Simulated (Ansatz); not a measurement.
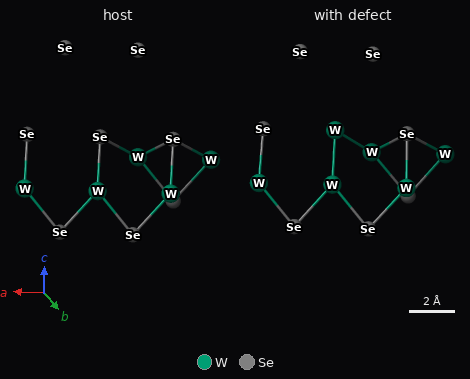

Left: perfect WSe₂. Right: the same region with one point defect, after relaxing the atoms in a supercell of 42 sites. The picture is a ball-and-stick view of the atoms within 5.4 Å of one point, in a slice 3.4 Å thick across the line of sight, seen from a free direction.

Theory: DFT PBE, scalar-relativistic, plane waves, PAW (Ansatz). (plane-wave cutoff 420 eV; k-point mesh 2 × 2 × 2; occupations gaussian; smearing width 0.01 eV; no spin polarisation) The cell is small and the k-mesh coarse, so the numbers are rough. The axes drawn are those of the host's conventional cell.

Which defect is it?

Answer. A selenium atom is replaced by tungsten.

The charge state of the cell is 0.

What does the relaxation do around it?

Answer. In the host the Se atom has 3 W at 2.55 Å; the W atom ends with 3 W at 2.53 Å. Of the host's atoms, a selenium atom moves furthest from its site, by 0.34 Å. The W atom itself moves 0.36 Å from where it was put. Relaxing the atoms from the host's sites lowers the energy by 0.19 eV. At a tolerance of 0.02 Å the relaxed supercell has space group P3.

Limits of the set-up: layers or molecules are held without a dispersion correction, so their spacing is unreliable.
